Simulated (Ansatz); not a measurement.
A series of calculations on WSe2

### Relaxation

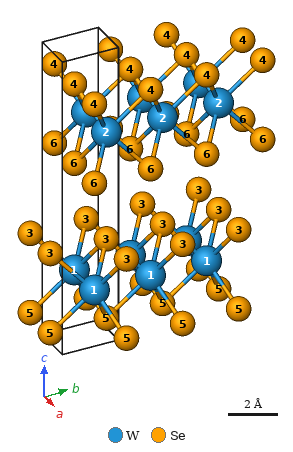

Starting structure of a crystal of WSe2 (set up in P-3m1). A ball-and-stick model of the cell of the calculation, repeated 2 × 3 × 1 with one cell outlined, seen slightly off an axis.

Case: equal strain along all axes, cell held, atoms relaxed: +1.5 %.

Method: Ansatz, DFT PBEsol+D3(BJ), scalar-relativistic, plane waves, PAW.

Input
```yaml
crystal:
  lattice:
    - [3.2793019234, 0.0, 0.0]
    - [-1.6396509617, 2.8399587723, 0.0]
    - [0.0, 0.0, 12.6032767114]
  atoms:
    - { symbol: W, position: [0.6666666667, 0.3333333333, 0.2499146886] }
    - { symbol: W, position: [0.3333333333, 0.6666666667, 0.7500853114] }
    - { symbol: Se, position: [0.3333333333, 0.6666666667, 0.3852918064] }
    - { symbol: Se, position: [0.6666666667, 0.3333333333, 0.8854533222] }
    - { symbol: Se, position: [0.3333333333, 0.6666666667, 0.1145466778] }
    - { symbol: Se, position: [0.6666666667, 0.3333333333, 0.6147081936] }
basis:
  ecutwfc: 420
kpoints:
  mp_grid: { grid: [12, 12, 4] }
hamiltonian:
  xc: pbesol
  dispersion: d3bj
scf:
  occupations: { method: gaussian, width: 0.02 }
output:
  forces: true
  stress: true
  eigenvalues: true
relax:
  adjacent_minimum: "off"
  f_tol: 0.008
  max_steps: 40
```

Run as
```bash
ansatz run input.yaml --threads 1 --pin off --max-ram 2560MiB --backend cpu --events-out ev --progress --plain --runs-dir out
```

**Predict the outcome.**

Over 2 accepted moves (4 points after the start) the energy falls by 55.2 meV per cell of the calculation. Largest force component: 0.69 eV/Å at the start, 0.0024 eV/Å at the end. The line search rejected the trial step at point 1 of the run. 1 step only repeated the SCF at the same geometry. The largest moves, 0.039 Å, are those of Se3, Se4, Se5 and Se6. Se6 goes along +c. W stays in place. The lattice vectors keep their values. Among the contacts that change: W1–Se3 2.549 → 2.523 Å. The space group stays P6_3/mmc (No. 194).

### Relaxation

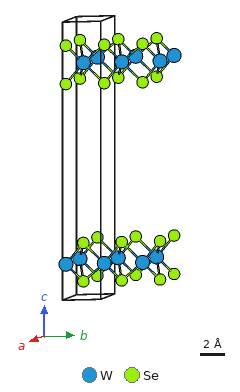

A crystal of WSe2 (set up in P-3m1), before the relaxation. The picture is a ball-and-stick view of the cell of the calculation, repeated 2 × 3 × 1 with one cell outlined, seen slightly off an axis.

Theory: Ansatz 0.2.0, DFT PBEsol+D3(BJ), scalar-relativistic, plane waves, PAW.

The input:
```yaml
crystal:
  lattice:
    - [3.317853269, 0.0, 0.0]
    - [-1.6589266345, 2.873345217, 0.0]
    - [0.0, 0.0, 24.06851927]
  atoms:
    - { symbol: W, position: [0.66666667, 0.33333333, 0.14153752] }
    - { symbol: W, position: [0.33333333, 0.66666667, 0.85846248] }
    - { symbol: Se, position: [0.33333333, 0.66666667, 0.21059449] }
    - { symbol: Se, position: [0.66666667, 0.33333333, 0.9275621] }
    - { symbol: Se, position: [0.33333333, 0.66666667, 0.0724379] }
    - { symbol: Se, position: [0.66666667, 0.33333333, 0.78940551] }
basis:
  ecutwfc: 420
kpoints:
  mp_grid: { grid: [12, 12, 2] }
hamiltonian:
  xc: pbesol
  dispersion: d3bj
scf:
  occupations: { method: gaussian, width: 0.02 }
output:
  forces: true
  stress: true
  eigenvalues: true
relax:
  adjacent_minimum: "off"
  f_tol: 0.005
  max_steps: 80
  cell: { stress_tol: 0.05 }
```

Launched with:
```bash
ansatz run input.yaml --threads 1 --pin off --max-ram 2560MiB --backend cpu --events-out ev --progress --plain --runs-dir out
```

Q: What does the optimiser find from here?

A: The largest moves relative to the cell, 2.17 Å, are those of Se3 and Se6. Se3 goes along +c. By element the largest moves are Se 2.17 Å, W 1.35 Å. Cell: a = b 3.318 → 3.231 Å (−2.6 %), c 24.069 → 12.417 Å (−48.4 %). Volume −51.1 %. Near-neighbour distances that change, for instance: W1–W1 3.318 → 3.231 Å, W1–Se3 2.536 → 2.511 Å. Bond angles that change, for instance: Se3–W1–Se5 81.9° → 84.0°. The space group (tolerance 0.01 Å) goes from P-3m1 (No. 164) to P6_3/mmc (No. 194). After 32 accepted moves (35 points after the start) the energy has fallen by 130 meV per atom. Largest force component: 0.21 eV/Å at the start, 0.0028 eV/Å at the end. Pressure: −2.84 GPa at the start and −0.02 GPa at the end. The line search rejected the trial steps at points 3, 13 of the run. At 1 point the geometry stayed and the basis and grid were re-selected for the new cell (energy shift of 0.8 meV per atom at most each time).

After the run, drawn alike:

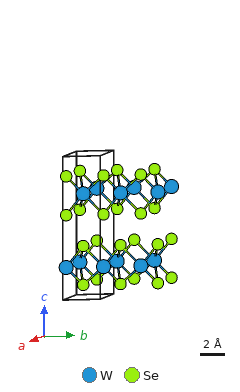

### A change

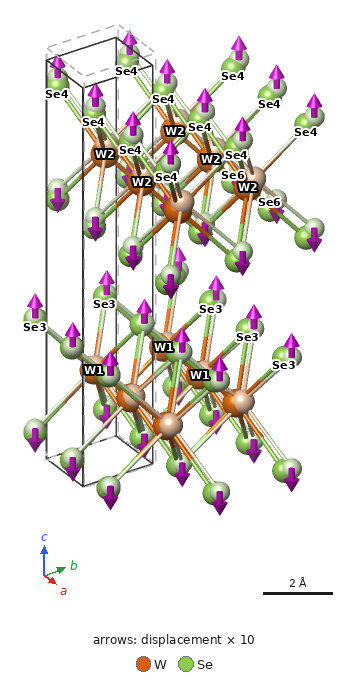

A crystal of WSe2, drawn pale, and a changed version of it, drawn solid. The purple arrows show how the atoms are displaced (without the part that the change of the cell carries along), magnified 10 times. A ball-and-stick model of the cell of the calculation, repeated 3 × 2 × 1 with one cell outlined, seen slightly off an axis.

These are results of Ansatz 0.2.0, DFT PBEsol+D3(BJ), scalar-relativistic, plane waves, PAW, not measurements. Settings: plane-wave cutoff 420 eV; k-point mesh 12 × 12 × 4; occupations gaussian; smearing width 0.02 eV; no spin polarisation.

**Describe the change and its computed effect.**

Equal strain along all axes, −3.0 %, is applied. The cell is then held and the atoms relaxed. It costs 43.0 meV per atom. Pressure: 0.0 GPa before, 9.4 GPa after. The principal stresses (compression positive) are 6.8 GPa along c and 10.6 GPa across it. Cell: a = b 3.231 → 3.134 Å (−3.0 %), c 12.417 → 12.045 Å (−3.0 %). Volume −8.7 %. The largest moves relative to the cell, 0.075 Å, are those of Se atoms. By element the largest moves are Se 0.075 Å, W 0.001 Å. Among the bonded contacts that change: Se–W 2.511 → 2.486 Å. The space group stays P6_3/mmc (No. 194).

### Series

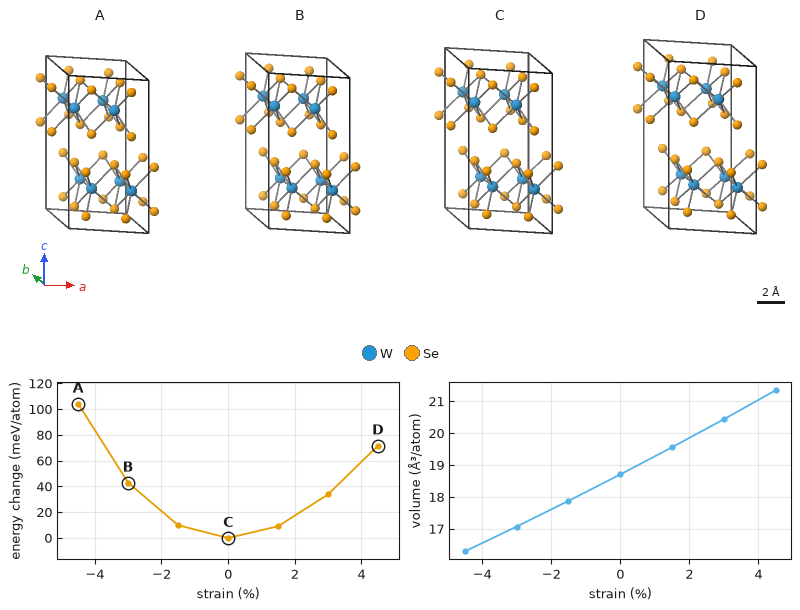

Members of a series of calculations on crystalline WSe2 (set up in P-3m1), marked on the first curve. Style: ball-and-stick. Shown: the cell of the calculation, repeated to show the pattern, slightly off an axis.

Theory: Ansatz 0.2.0, DFT PBEsol+D3(BJ), scalar-relativistic, plane waves, PAW. Settings: plane-wave cutoff 420 eV; k-point mesh 12 × 12 × 4; occupations gaussian; smearing width 0.02 eV; no spin polarisation.

Question: Describe the series.

Answer: Equal strain along all axes, cell held, atoms relaxed. A (strain −4.5 %): energy change 104 meV/atom, volume 16.29 Å³ per atom. B (strain −3.0 %): energy change 43.0 meV/atom, volume 17.07 Å³ per atom. C (strain 0.0 %): energy change 0.0 meV/atom, volume 18.71 Å³ per atom. D (strain 4.5 %): energy change 71.8 meV/atom, volume 21.35 Å³ per atom. The rest compares A with D. Cell: a = b 6.171 → 6.752 Å (+9.4 %), c 11.858 → 12.976 Å (+9.4 %). Volume +31.0 %. Near-neighbour distances before and after: Se–W 2.471 → 2.545 Å.
